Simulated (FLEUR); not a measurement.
System: rocksalt MnO, space group Fm-3m (No. 225), 2 atoms in the primitive cell; cubic a = 4.448 Å. A Hubbard U on Mn d is varied; the state is ferromagnetic throughout. Method: PBEsol, all-electron, collinear spin, ferromagnetic start, no spin-orbit coupling, 8×8×8 k mesh, Fermi-Dirac smearing of 0.05 eV (FLEUR MaX-R8.1 (later development tree)).

### How will the gap change from U = 0 to 6 eV?

At U = 0 eV there is no gap on the mesh; one opens between U = 3 and 4 eV and reaches 0.39 eV at U = 6 eV. It grows by about 0.18 eV for each eV of U. The largest site moment rises from 4.24 to 4.57 μB.

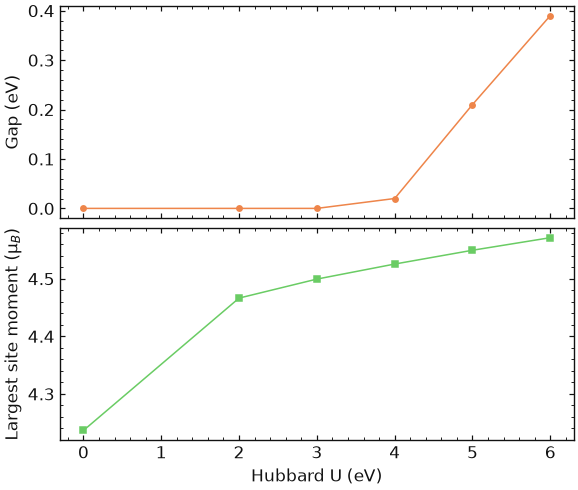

Band gap on the k mesh and largest site moment against U.

```
U (eV)  gap (eV)  moment (μB)
     0      none         4.24
     2      none         4.47
     3      none         4.50
     4      0.02         4.53
     5      0.21         4.55
     6      0.39         4.57
```

A cell with one magnetic atom can't hold antiferromagnetic order, which such compounds often take. The cell is a database's computed one. Gaps under 0.10 eV are within the smearing. The size of a U depends on the program's projectors, so values don't carry over to other programs.
